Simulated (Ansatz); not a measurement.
# SiO$_{2}$: what the fields show

The calculation's input:

```
crystal:
  lattice:
    - [4.097, 0.0, 0.0]
    - [0.0, 5.0462, 0.0]
    - [0.0, 0.0, 4.4946]
  atoms:
    - { symbol: Si, position: [0.0, 0.1522, 0.25] }
    - { symbol: Si, position: [0.0, 0.8478, 0.75] }
    - { symbol: Si, position: [0.5, 0.3478, 0.75] }
    - { symbol: Si, position: [0.5, 0.6522, 0.25] }
    - { symbol: O, position: [0.7336, 0.6245, 0.9186] }
    - { symbol: O, position: [0.2664, 0.3755, 0.0814] }
    - { symbol: O, position: [0.7664, 0.8755, 0.4186] }
    - { symbol: O, position: [0.2336, 0.1245, 0.5814] }
    - { symbol: O, position: [0.2336, 0.8755, 0.0814] }
    - { symbol: O, position: [0.7664, 0.1245, 0.9186] }
    - { symbol: O, position: [0.2664, 0.6245, 0.5814] }
    - { symbol: O, position: [0.7336, 0.3755, 0.4186] }
scf:
  occupations: { method: fixed }
output:
  forces: true
  stress: true
  eigenvalues: true
  write_density: true
  write_potential: true
  elf: true
  volumetric_format: npy
hamiltonian:
  xc: hse06
basis:
  ecutwfc: 600
kpoints:
  mp_grid: { grid: [3, 3, 3] }
relax:
  f_tol: 0.003
  max_steps: 60
  cell: { stress_tol: 0.03, p_target: 0 }
```

Command:

```sh
ansatz run input.yaml --threads 4 --pin off --max-ram 10240MiB --backend cpu --events-out ev --progress --plain --runs-dir out
```

Below, planes, directions and counts refer to the conventional cell (a = 4.07 Å, b = 5.02 Å, c = 4.47 Å, α = 90.00°, β = 90.00°, γ = 90.00°).

The fields are those of the relaxed geometry.

Space group Pbcn; a generated structure, not necessarily the stable one.

Method: Ansatz, DFT HSE06, scalar-relativistic, plane waves, PAW.

The density is the valence pseudo-density of a PAW calculation; it isn't the true density close to the nuclei.

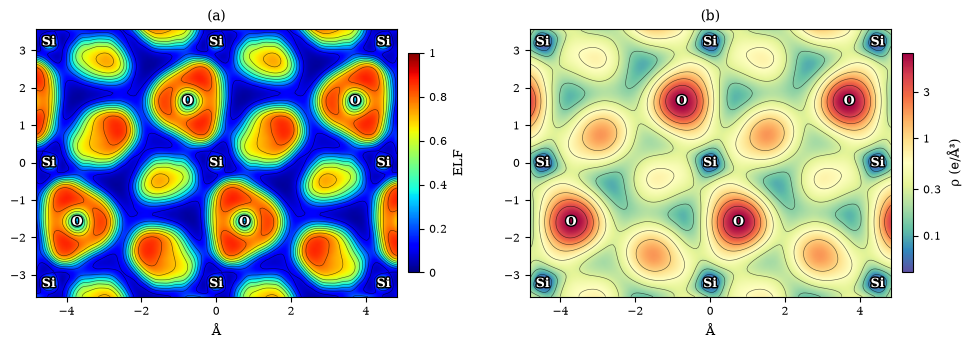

Figure 1. (a) ELF; (b) valence pseudo-density on the (110) plane of the conventional cell.

> What do the fields say about this system?

- The plane passes through Si and O nuclei.
- Atoms just off the plane (O, 0.6 Å away) can leave unmarked features too.
- Si–O (1.76 Å): ρ is about 0.95 e/Å³ halfway; the ELF peaks at about 0.90 between the atoms.
- Si–O (1.81 Å): ρ is about 0.86 e/Å³ halfway; the ELF peaks at about 0.85 between the atoms.
- Between the atoms the lowest density in this plane is 0.1 e/Å³.

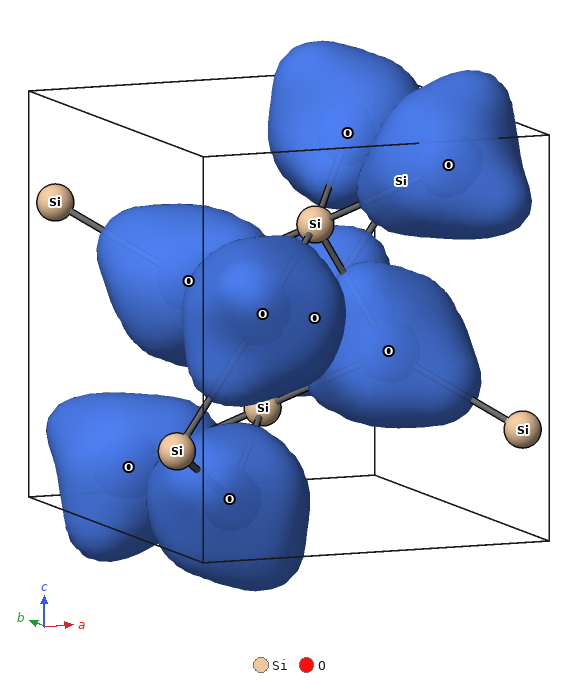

Figure 2. Isosurface of the electron localisation function at 0.65 (blue), seen slightly off an axis. Only the valence region is drawn (cores and ρ < 0.01 e/Å³ removed). Sticks mark near contacts.

> Identify the bonds, lone pairs and shells in this picture.

The ELF exceeds this value in eight regions on O in which the atom's valence shell and bonds are merged, counted in one cell of 12 atoms. Any copies at cell faces, edges or corners count once.

> Does the calculation give a band gap?

It is gapped, with a Kohn–Sham gap of 8.0 eV on the k-point mesh (the band edges may lie off the mesh, which would make the gap smaller).
